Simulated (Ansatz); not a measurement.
Ta5N

```yaml
crystal:
  lattice:
    - [3.25085, 0.00000, 0.00000]
    - [0.00000, 3.25085, 0.00000]
    - [0.00000, 0.00000, 18.18792]
  atoms:
    - { symbol: Ta, position: [0.50000, 0.50000, 0.11319] }
    - { symbol: Ta, position: [0.00000, 0.00000, 0.61319] }
    - { symbol: Ta, position: [0.00000, 0.00000, 0.38681] }
    - { symbol: Ta, position: [0.50000, 0.50000, 0.88681] }
    - { symbol: Ta, position: [0.00000, 0.00000, 0.00000] }
    - { symbol: Ta, position: [0.50000, 0.50000, 0.50000] }
    - { symbol: Ta, position: [0.00000, 0.00000, 0.20403] }
    - { symbol: Ta, position: [0.50000, 0.50000, 0.70403] }
    - { symbol: Ta, position: [0.50000, 0.50000, 0.29597] }
    - { symbol: Ta, position: [0.00000, 0.00000, 0.79597] }
    - { symbol: N, position: [0.50000, 0.50000, 0.00000] }
    - { symbol: N, position: [0.00000, 0.00000, 0.50000] }
```

Space group I4/mmm; a generated structure, not necessarily the stable one.

The calculation used Ansatz, DFT PBE, spin-orbit coupling, plane waves, PAW.

What will maps of the valence pseudo-density and electron localisation function show?

Answer. Ta–N (2.30 Å): ρ at the midpoint is about 0.42 e/Å³; the ELF peaks at about 0.80 in the valence shell of N, 0.7 Å from its nucleus, and is about 0.15 at the midpoint; no localised pair shows between them.

Does the calculation make it a metal, or give it a gap?

Answer. It is metallic or semimetallic at this level of theory: no gap opens; semilocal functionals without U, or without the true magnetic order, often close the gap of such compounds.

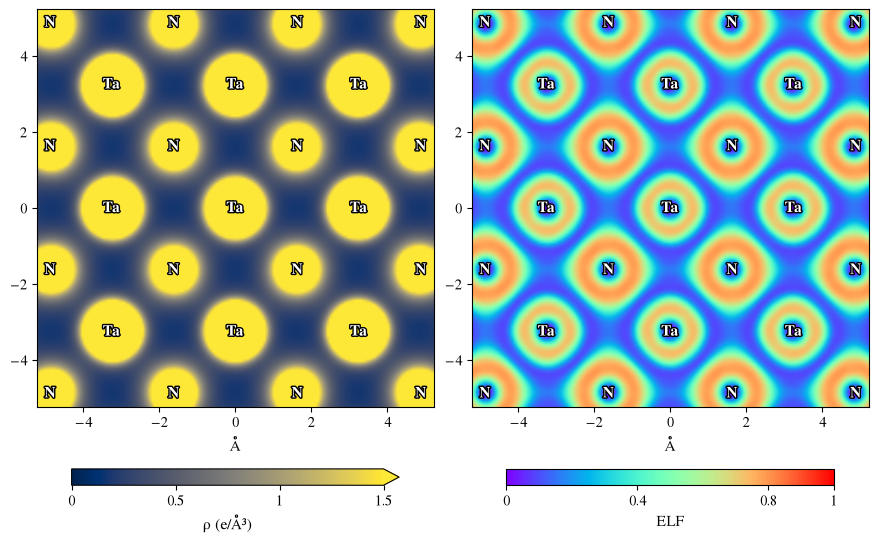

Computed valence pseudo-density and electron localisation function on the (001) plane of the conventional cell, in this order. 

Core electrons are frozen (PAW), and the valence fields are smoothed inside the atomic spheres.
